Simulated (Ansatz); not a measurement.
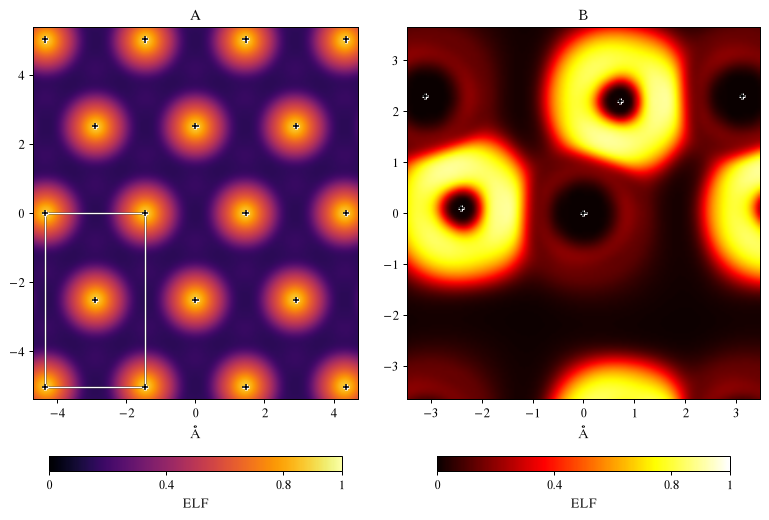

The electron localisation function of 2 systems, each on a plane through atoms (crosses mark nuclei in the plane).

The calculation used Ansatz, DFT r2SCAN, scalar-relativistic, plane waves, PAW.

System 1: ZnS, the (101) plane of the conventional cell. Space group P2₁; not relaxed (largest force 0.3 eV/Å).

System 2: Ag, the (001) plane of the calculation cell. Space group R-3m; a structure from a database of computed crystals, not necessarily the ambient phase.

**Which map belongs to which system?**

Panel A is system 2, Ag: the plane holds Ag. Ag–Ag (2.90 Å): the ELF is about 0.15 at the midpoint; no shared electron pair shows on this line. Panel B is system 1, ZnS: the plane holds Zn and S. Zn–S (2.32 Å): the ELF peaks at about 0.90 in the valence shell of S, 0.8 Å from its nucleus, and is about 0.60 at the midpoint.
